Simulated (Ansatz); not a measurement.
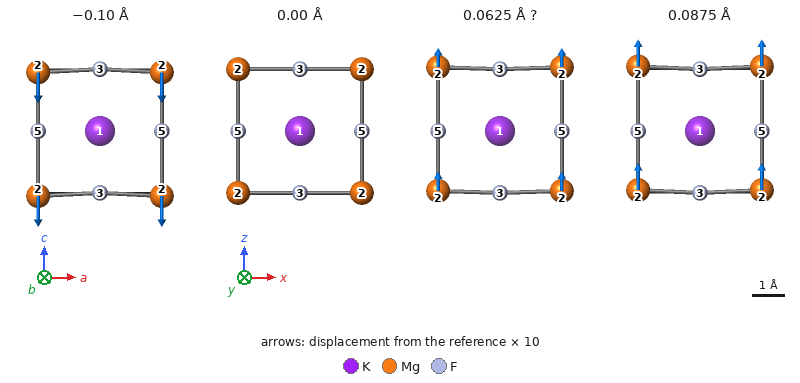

Energy scan for solid KMgF$_{3}$ (Pm-3m), in which the whole Mg sublattice is shifted rigidly, along Cartesian [0 0 1], all else fixed. The picture is a ball-and-stick view of the cell of the calculation, seen along the b axis. Blue arrows: displacements from the reference.

Method: DFT PBEsol, scalar-relativistic, plane waves, PAW (Ansatz 0.2.0). Set-up: plane-wave cutoff 420 eV; k-point mesh 6 × 6 × 6; occupations gaussian; smearing width 0.05 eV; no spin polarisation. Energies (free energies at the smearing named) are counted from the cell as listed in its source, which wasn't relaxed.

```tsv
displacement (Å)	energy change (meV/cell)
−0.1000	47.4
−0.0500	11.6
0.0000	0.0
0.0125	0.7
0.0250	2.9
0.0375	6.5
0.0625	?
0.0750	26.3
0.0875	36.0
```

**Estimate the missing energy from the other rows, and compare with the calculation.**

A straight line between the two neighbours gives 19.7 meV/cell. A cubic through the four nearest rows (0.0250, 0.0375, 0.0750, 0.0875) gives, with Lagrange weights, (−0.2000)(2.9) + (0.5000)(6.5) + (1.0000)(26.3) + (−0.3000)(36.0) = 18.2 meV/cell. The calculation gives 18.2 meV/cell, so the cubic is right to the digits shown and the straight line 1.5 meV/cell too high, as the curve bends upwards here.

The whole profile:

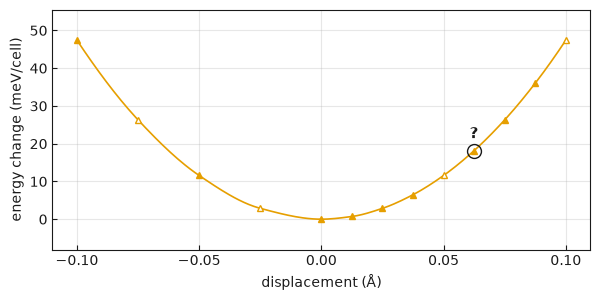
